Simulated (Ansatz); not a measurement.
# Run report: GaAs, single-point calculation (part 1 of 2)

The run: single-point calculation of GaAs (slab, 16 atoms in the cell). Method and program: DFT PBE+D3(BJ), scalar-relativistic, plane waves, PAW, no spin polarisation (Ansatz 0.2.0).

The structure derives from an entry of the Crystallography Open Database. It belongs to a series of runs on one base structure; here: the slab at its places in the relaxed adsorbed structure. Figures and captions count atoms from 1; the log counts them from 0 in places.

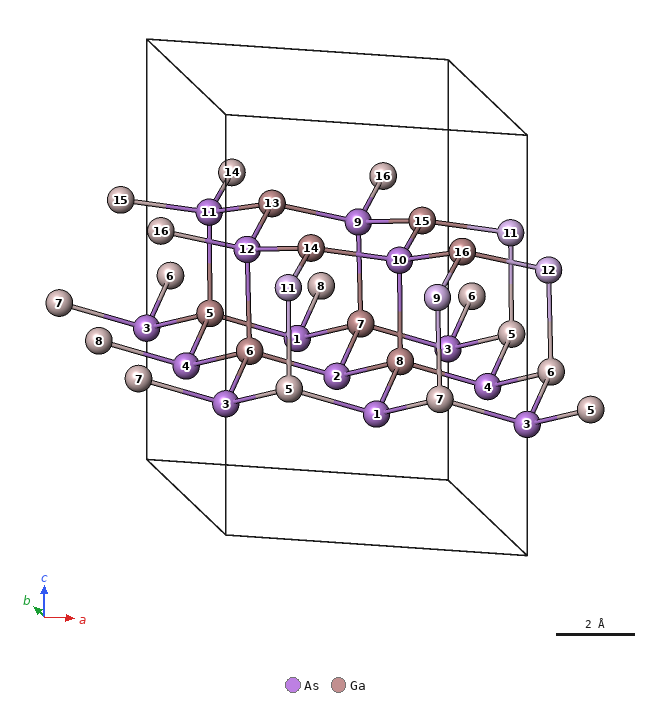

*The structure as given in the input (ball-and-stick view of the cell of the calculation, with the vacuum cut short, seen slightly off an axis; neighbours outside the cell are drawn fainter; atoms are numbered from 1 in the order of the input). An atom can appear more than once, as a periodic image.*

Input:
```yaml
crystal:
  lattice:
    - [8.0267120191, 0.0, 0.0]
    - [-4.0133560095, 6.9513365174, 0.0]
    - [0.0, 0.0, 24.9450143248]
  atoms:
    - { symbol: As, position: [0.5, 0.0, 0.3207053681] }
    - { symbol: As, position: [0.5, 0.5, 0.3207053681] }
    - { symbol: As, position: [0.0, 0.0, 0.3207053681] }
    - { symbol: As, position: [0.0, 0.5, 0.3207053681] }
    - { symbol: Ga, position: [0.1666666667, 0.8333333333, 0.3535465144] }
    - { symbol: Ga, position: [0.1666666667, 0.3333333333, 0.3535465144] }
    - { symbol: Ga, position: [0.6666666667, 0.8333333333, 0.3535465144] }
    - { symbol: Ga, position: [0.6666666667, 0.3333333333, 0.3535465144] }
    - { symbol: As, position: [0.6601798561, 0.8398201439, 0.4609519436] }
    - { symbol: As, position: [0.6644322386, 0.3355677614, 0.4608910122] }
    - { symbol: As, position: [0.1644322386, 0.8355677614, 0.4608910122] }
    - { symbol: As, position: [0.1601798561, 0.3398201439, 0.4609519436] }
    - { symbol: Ga, position: [0.3295159788, 0.6704840212, 0.4869997458] }
    - { symbol: Ga, position: [0.3281142281, 0.1718857719, 0.4797026036] }
    - { symbol: Ga, position: [0.8281142281, 0.6718857719, 0.4797026036] }
    - { symbol: Ga, position: [0.8295159788, 0.1704840212, 0.4869997458] }
basis:
  ecutwfc: 420
kpoints:
  mp_grid: { grid: [2, 2, 1] }
hamiltonian:
  xc: pbe
  dispersion: d3bj
scf:
  occupations: { method: gaussian, width: 0.05 }
output:
  forces: true
  eigenvalues: true
  write_density: true
  volumetric_format: npy
efield:
  axis: 3
  dipole_correction: true
  ramp_width: 0.04
```

Launch command:
```bash
ansatz run input.yaml --threads 4 --pin off --max-ram 10240MiB --backend cpu --events-out ev --progress --plain --runs-dir out
```

The program's output:
```
Engine: ansatz 0.2.0, x86_64-unknown-linux-gnu
Pseudopotentials: kind: paw
Pseudopotential: As, paw, valence charge 15, recommended cutoff 420 eV (normal), As.paw.azcp
Pseudopotential: Ga, paw, valence charge 13, recommended cutoff 420 eV (normal), Ga.paw.azcp
Functional definition: PBE
  parameter kappa = 0.804
  parameter beta = 0.06672455060314922
  exchange = pbe_x(kappa = kappa, mu = beta*pi^2/3)
  correlation = pbe_c(beta = beta)
Crystal: 16 atoms, lattice volume = 1391.841 Å³
Basis set: ecut = 420 eV, 27305 PW (Γ), exchange–correlation on 108×108×360 points (8 copies of the dense FFT grid, shifted against one another)
Bands: 135, of which v1, the nominal top of the filled ones, is band 112 counted from 1 (111 counted from 0)
Symmetry: 4 space group operations
Space group: Pm (ITA 6), of the structure as read, at distance tolerance 1.1e-4 Å
k-points: 3 of 4
Non-local potential: As, projectors of the file, l = 0: 2, l = 1: 2, l = 2: 3, l = 3: 1
Non-local potential: Ga, projectors of the file, l = 0: 2, l = 1: 2, l = 2: 3, l = 3: 1
PAW form: soft (Blöchl's): semilocal exchange-correlation on the pseudo side does not see the compensation charge
PAW one-centre angular grid: As, 590 points (default); XC on 64 Gauss nodes
PAW one-centre angular grid: Ga, 590 points (default); XC on 64 Gauss nodes
Initial density: superposition of atomic densities (neutral atoms: chi_scale 0, normalization atom), corrected by the library's trained network
Initial wavefunctions: pseudopotential atomic-orbital guess
Functional: x = pbe(κ = 0.804, μ = 0.2195149727645171), c = pbe(β = 0.06672455060314922)
SCF iter   1: F=—  HF=-69115.858188 eV  |F-HF|=—  |Δ(HF+E_count)|=         —  Δρ=2.32e-3  dr2=1.05e0  ethr=1.77e-3  p=0.545 e·Å  D=7.09e-2 V/Å  ΔV_dip=-1.77 eV  dr2_dipole=2.71e-1  V_vac-E_F(+/−)=3.54/5.31 eV  ⟨swp⟩=6.0  Hψ=1498  notcnv=0  defer=25
efield: sawtooth ramp at fractional position 0.8839 (placed from the atoms, in the widest stretch of the axis that holds none; the zero of the levels goes with the place), width 0.0400; the density the first Hamiltonian is built on has a dipole p = 0.545 e·Å; the dipole correction subtracts the counter field D = 7.09e-2 V/Å, which shifts the + side's vacuum level by -1.77 eV against the − side's; the planar-averaged density in the ramp window peaks in size at 3.0e-6 e/Å³
preconditioner: auto → LDOS  [insulator: Δε(μ)=0.128 eV  Ē_g=13.819 eV  σ=0.050 eV  W_gap=0.93  n_scr=212 (ndim 8)  ℏωp=11.9 eV  f_vac=0.692  D(μ)=2.93/eV (n_scr^D=4)  ε∞_Penn≈1.7  β→1.0]
SCF iter   2: F=—  HF=-69115.953573 eV  |F-HF|=—  |Δ(HF+E_count)|=   9.54e-2  Δρ=3.72e-3  dr2=3.14e0  ethr=4.69e-4  p=0.819 e·Å  D=1.06e-1 V/Å  ΔV_dip=-2.66 eV  dr2_dipole=9.24e-1  V_vac-E_F(+/−)=2.84/5.49 eV  ⟨swp⟩=2.3  Hψ=513  notcnv=0  defer=49  recentre
SCF iter   3: F=—  HF=-69115.796758 eV  |F-HF|=—  |Δ(HF+E_count)|=   1.57e-1  Δρ=8.31e-4  dr2=2.77e-2  ethr=4.69e-4  p=0.611 e·Å  D=7.95e-2 V/Å  ΔV_dip=-1.98 eV  dr2_dipole=4.71e-3  V_vac-E_F(+/−)=3.39/5.37 eV  ⟨swp⟩=2.3  Hψ=421  notcnv=0  defer=49
SCF iter   4: F=—  HF=-69115.795326 eV  |F-HF|=—  |Δ(HF+E_count)|=   1.43e-3  Δρ=5.85e-4  dr2=1.80e-2  ethr=1.24e-5  p=0.637 e·Å  D=8.28e-2 V/Å  ΔV_dip=-2.07 eV  dr2_dipole=1.72e-3  V_vac-E_F(+/−)=3.32/5.39 eV  ⟨swp⟩=2.0  Hψ=488  notcnv=0  defer=49
SCF iter   5: F=—  HF=-69115.795643 eV  |F-HF|=—  |Δ(HF+E_count)|=   3.17e-4  Δρ=3.45e-4  dr2=1.84e-3  ethr=8.03e-6  p=0.644 e·Å  D=8.37e-2 V/Å  ΔV_dip=-2.09 eV  dr2_dipole=1.16e-4  V_vac-E_F(+/−)=3.29/5.38 eV  ⟨swp⟩=2.0  Hψ=506  notcnv=0  defer=49
SCF iter   6: F=—  HF=-69115.795065 eV  |F-HF|=—  |Δ(HF+E_count)|=   5.78e-4  Δρ=1.62e-4  dr2=2.13e-3  ethr=8.22e-7  p=0.646 e·Å  D=8.40e-2 V/Å  ΔV_dip=-2.10 eV  dr2_dipole=2.85e-4  V_vac-E_F(+/−)=3.29/5.38 eV  ⟨swp⟩=2.0  Hψ=571  notcnv=0  defer=49
SCF iter   7: F=—  HF=-69115.794982 eV  |F-HF|=—  |Δ(HF+E_count)|=   8.38e-5  Δρ=5.80e-5  dr2=1.08e-4  ethr=8.22e-7  p=0.645 e·Å  D=8.39e-2 V/Å  ΔV_dip=-2.09 eV  dr2_dipole=1.41e-6  V_vac-E_F(+/−)=3.29/5.38 eV  ⟨swp⟩=2.0  Hψ=409  notcnv=0  defer=49
SCF iter   8: F=—  HF=-69115.794971 eV  |F-HF|=—  |Δ(HF+E_count)|=   1.03e-5  Δρ=4.42e-5  dr2=1.13e-4  ethr=4.81e-8  p=0.645 e·Å  D=8.39e-2 V/Å  ΔV_dip=-2.09 eV  dr2_dipole=9.95e-6  V_vac-E_F(+/−)=3.29/5.38 eV  ⟨swp⟩=2.0  Hψ=499  notcnv=0  defer=49
SCF iter   9: F=—  HF=-69115.794971 eV  |F-HF|=—  |Δ(HF+E_count)|=   6.85e-7  Δρ=1.64e-5  dr2=1.19e-5  ethr=4.81e-8  p=0.645 e·Å  D=8.39e-2 V/Å  ΔV_dip=-2.09 eV  dr2_dipole=4.48e-8  V_vac-E_F(+/−)=3.29/5.38 eV  ⟨swp⟩=1.7  Hψ=375  notcnv=0  defer=49
SCF iter  10: F=—  HF=-69115.795075 eV  |F-HF|=—  |Δ(HF+E_count)|=   1.05e-4  Δρ=9.58e-6  dr2=5.00e-6  ethr=5.32e-9  p=0.645 e·Å  D=8.39e-2 V/Å  ΔV_dip=-2.09 eV  dr2_dipole=2.32e-7  V_vac-E_F(+/−)=3.29/5.38 eV  ⟨swp⟩=2.0  Hψ=429  notcnv=0  defer=49
SCF iter  11: F=—  HF=-69115.795075 eV  |F-HF|=—  |Δ(HF+E_count)|=   1.21e-7  Δρ=4.79e-6  dr2=1.08e-6  ethr=2.23e-9  p=0.645 e·Å  D=8.39e-2 V/Å  ΔV_dip=-2.09 eV  dr2_dipole=5.24e-9  V_vac-E_F(+/−)=3.29/5.38 eV  ⟨swp⟩=2.0  Hψ=401  notcnv=0  defer=49
SCF iter  12: F=—  HF=-69115.795075 eV  |F-HF|=—  |Δ(HF+E_count)|=   8.99e-8  Δρ=2.25e-6  dr2=2.07e-7  ethr=4.82e-10  p=0.645 e·Å  D=8.39e-2 V/Å  ΔV_dip=-2.09 eV  dr2_dipole=4.76e-9  V_vac-E_F(+/−)=3.29/5.38 eV  ⟨swp⟩=2.0  Hψ=444  notcnv=0  defer=49
SCF iter  13: F=-69115.795075 eV  HF=-69115.795075 eV  |F-HF|=5.27e-8  |Δ(HF+E_count)|=   5.57e-8  Δρ=1.04e-6  dr2=3.20e-8  ethr=4.46e-11  p=0.645 e·Å  D=8.39e-2 V/Å  ΔV_dip=-2.09 eV  dr2_dipole=1.42e-10  V_vac-E_F(+/−)=3.29/5.38 eV  ⟨swp⟩=16.7  Hψ=2166  notcnv=0
SCF 1 converged in 13 iterations: F = -69115.795075 eV  dr2 = 3.20e-8
  greatest PAW one-centre occupation: 0.999 electrons in one spin orbital (limit 2), on the As atom at site 2 (counted from 0), in its partial waves of l = 2
```

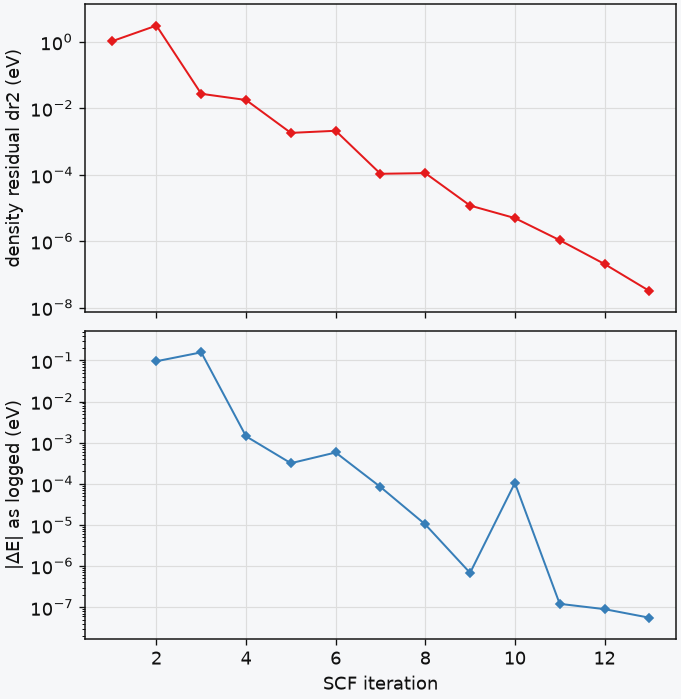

*Convergence of the self-consistent field: density residual dr2 and size of the energy change against the SCF iteration.*

The residual comes down, with one marked jump up, by a factor of about 3, at step 2.

```
SCF converged after 13 iterations
Free energy (F): -69115.795075 eV
Harris-Foulkes:  -69115.795075 eV  (|F-HF|=5.27e-8)
Internal energy: -69115.776102 eV  (E = F + TS)
E sigma→0 (E₀):  -69115.785589 eV
Entropy (-TS):   -0.018974 eV (-1.186 meV/atom)
Fermi energy:    -1.012117 eV
Dipole field:    D = 0.083896 V/Å  (p = 0.645314 e·Å, saw-weighted, corrected)
Work function:   Φ+ = 3.2905 eV   Φ− = 5.3833 eV
Levels:          The Fermi level and band energies are counted from a zero that moves with the ramp; work functions are not
--- Per-component energies (eV) ---
  E_band       = -4598.844117
  E_kinetic    = 1743.943556
  E_local      = -224125.033151  (includes V_loc(G=0)·N_el)
  E_nonlocal   = -1975.920123
  E_hartree    = 111130.873942
  E_xc         = -1182.668361
  E_vxc        = -1091.396168  (∫ρ·V_xc dr)
  E_paw        = -30579.723403  (= ΣΔE_a)
  E_vpaw       = -1412.344378  (= ΣTr[D̂ρ^β])
  E_aug_tail   = -0.000947  (compensation charges beyond the density's cutoff)
  E_efield     = 0.027070  (sawtooth field / dipole correction)
  E_vefield    = 0.151836  (∫n·V_field dr)
  E_ewald      = 75876.096546
  E_disp       = -3.371231  (pairwise vdW)
  E_smearing   = -0.018974  (= −TS)
  E_closure    = -0.000000  (closes the sum)
  Σ components = -69115.795075   (vs F -69115.795075, Δ=0.00e0)
--- Forces (eV/Å), atoms counted from 1 ---
  atom   1  As    -0.02101660     0.01213394     0.18028703
  atom   2  As    -0.00818845     0.00472760     0.23655444
  atom   3  As    -0.00818845     0.00472760     0.23655444
  atom   4  As    -0.02101660     0.01213394     0.18028703
  atom   5  Ga     0.06300326    -0.03637495    -0.22688285
  atom   6  Ga    -0.05160306     0.02979304    -0.25098843
  atom   7  Ga    -0.05160306     0.02979304    -0.25098843
  atom   8  Ga     0.06300326    -0.03637495    -0.22688285
  atom   9  As     0.05212145    -0.03009233     0.04354260
  atom  10  As    -0.06062923     0.03500430     0.02308735
  atom  11  As    -0.06062923     0.03500430     0.02308735
  atom  12  As     0.05212145    -0.03009233     0.04354260
  atom  13  Ga     0.01207007    -0.00696866    -0.02188327
  atom  14  Ga     0.01424594    -0.00822490     0.01626931
  atom  15  Ga     0.01424594    -0.00822490     0.01626931
  atom  16  Ga     0.01207007    -0.00696866    -0.02188327
  max |Σ_I F_I| component: 2.76e-5 eV/Å
--- Band table (eV) ---
```
